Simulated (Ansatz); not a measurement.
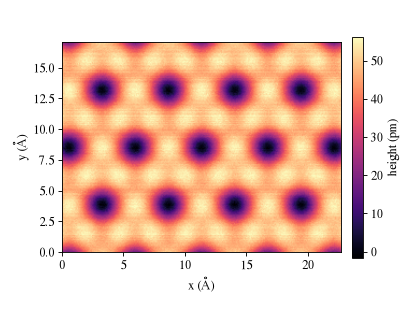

Simulated STM image (constant-current image at a set point of 4.1 × 10⁻⁴ e/Å³, sample bias +0.50 V). Noise was added.

Tersoff–Hamann simulation (s-wave tip); biases are sample biases. Bias windows are sharp sums over the levels of the k mesh.

### Read the surface lattice from the image: type, spacings and angle.

The pattern repeats on a hexagonal lattice with shortest vectors of 5.4 Å at 60° (or 120°), a cell of 25.4 Å², with 3 maxima above 60 % of the range in each cell.

The surface:

Ru(111) (Fm-3m bulk, 4 atomic planes (those closer than 0.6 Å count as one), 6 Å) with one Ru vacancy in a 2 × 2 cell. The brightest spots lie over the top Ru atoms; the darkest points are over the vacancy.

Method: DFT PBE, scalar-relativistic, plane waves, PAW (Ansatz). Cutoff 420 eV, 12 × 12 k-points, Gaussian smearing 0.1 eV, dipole correction. The slab is a cut without reconstruction beyond its cell, at the source's lattice constants, with its lower half held fixed and the rest relaxed. The defects repeat every 5.4 Å and interact, so states at the Fermi level and the work function belong to this dense array. This isn't the element's usual hcp form. No spin polarisation. The run warns that the functional's potential is rough in the thin density of the vacuum, where the tip is; weak contrasts and barriers may feel it.
